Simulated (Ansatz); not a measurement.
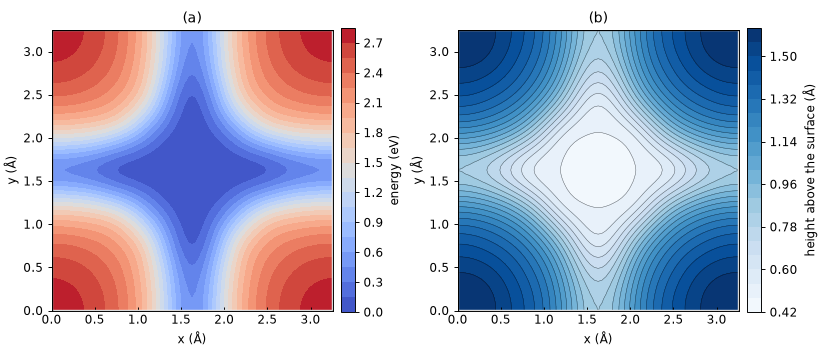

O on a Ti(100) slab cut from the Im-3m phase, its upper half relaxed before the scan (4 atoms of substrate and one adsorbate in a 1 × 1 cell). O is moved over the surface cell; relaxed at each place: the height of the adsorbate's atoms; substrate rigid; the origin of the map has the adsorbate above Ti4. Places are given modulo a cell vector. The map is drawn in real space over the plane of the surface. Grid: 8 × 8 points; 15 points were computed and 49 follow by symmetry. Energies are in eV, from the lowest grid point. With one adsorbate in each 1 × 1 cell, its nearest image is 3.3 Å away, so neighbouring adsorbates interact. The runs have no spin polarisation; a magnetic state may lie lower. The calculation used DFT PBE, scalar-relativistic, plane waves, PAW in Ansatz 0.2.0. Settings: cutoff 420 eV, k-mesh 8×8×1, gaussian smearing 0.1 eV, no spin polarisation.

Panel (a) is the energy; panel (b) is the computed height above the surface, in Å.

In the figure: filled contours, the outline of one cell of the plane. Between grid points the surface is interpolated.

Q: How does the height above the surface vary over the map, and what is it at the lowest grid point?

A: It runs from 0.46 Å at a fourfold hollow over a second-layer Ti atom, (4/8, 4/8) of the cell vectors to 1.62 Å at the top site over a surface Ti atom, (0/8, 0/8) of the cell vectors. At the lowest grid point, a fourfold hollow over a second-layer Ti atom, (4/8, 4/8) of the cell vectors, it is 0.46 Å.

```csv
"second ↓, first →",0/8,1/8,2/8,3/8,4/8,5/8,6/8,7/8
7/8,1.57,1.52,1.37,1.06,0.75,1.06,1.37,1.52
6/8,1.42,1.37,1.20,0.84,0.57,0.84,1.20,1.37
5/8,1.12,1.06,0.84,0.54,0.48,0.54,0.84,1.06
4/8,0.84,0.75,0.57,0.48,0.46,0.48,0.57,0.75
3/8,1.12,1.06,0.84,0.54,0.48,0.54,0.84,1.06
2/8,1.42,1.37,1.20,0.84,0.57,0.84,1.20,1.37
1/8,1.57,1.52,1.37,1.06,0.75,1.06,1.37,1.52
0/8,1.62,1.57,1.42,1.12,0.84,1.12,1.42,1.57
```

PAW datasets: the set soft_1.
